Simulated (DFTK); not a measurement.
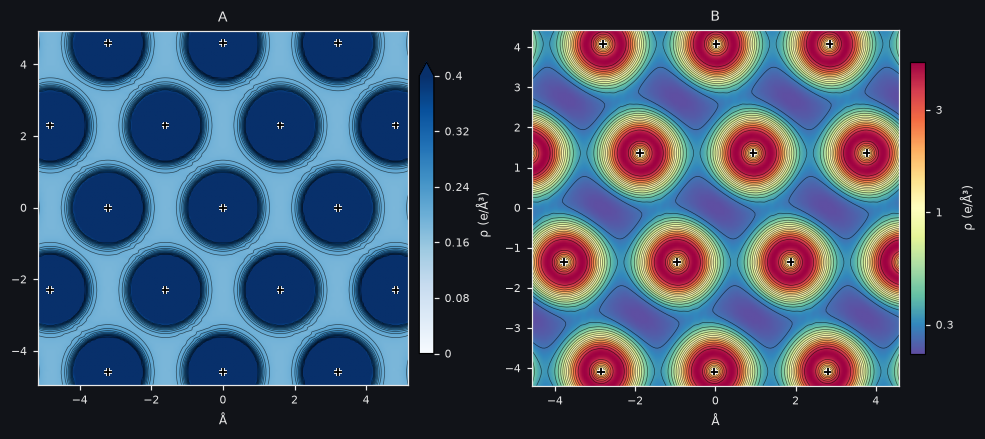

The valence charge density (pseudo) of 2 systems, each on a plane through atoms (crosses mark nuclei in the plane).

Computed with Kohn-Sham DFT of a periodic cell, PBE, dojo.nc.sr.PBE.v0_4_1.standard.upf in DFTK.

System 1: Ta, the (010) plane of the conventional cell. Space group P-1; computed pressure about 3 GPa in this cell.

```cif
data_structure
_symmetry_space_group_name_H-M 'P 1'
_symmetry_Int_Tables_number 1
_cell_length_a 2.8221
_cell_length_b 2.8671
_cell_length_c 2.8756
_cell_angle_alpha 107.899
_cell_angle_beta 108.761
_cell_angle_gamma 111.311
_cell_volume 18.00
loop_
_atom_site_label
_atom_site_type_symbol
_atom_site_fract_x
_atom_site_fract_y
_atom_site_fract_z
_atom_site_occupancy
Ta1 Ta 0.00000 0.00000 0.00000 1
```

System 2: Ti, the (101̄) plane of the conventional cell. Space group I4/mmm; changed on purpose from its base cell (strain = -0.02).

```
Ti
1.0
     3.21636    0.00000    0.00000
     0.00000    3.21636    0.00000
     0.00000    0.00000    3.28200
Ti
2
Direct
  0.00000 0.00000 0.00000
  0.50000 0.50000 0.50000
```

Match each panel to its system.

Answer. Panel A is system 2, Ti: the plane holds Ti. Ti–Ti (2.80 Å): the density is about 0.2 e/Å³ at the midpoint. Panel B is system 1, Ta: the plane holds Ta. Ta–Ta (2.82 Å): ρ is about 0.33 e/Å³ halfway.
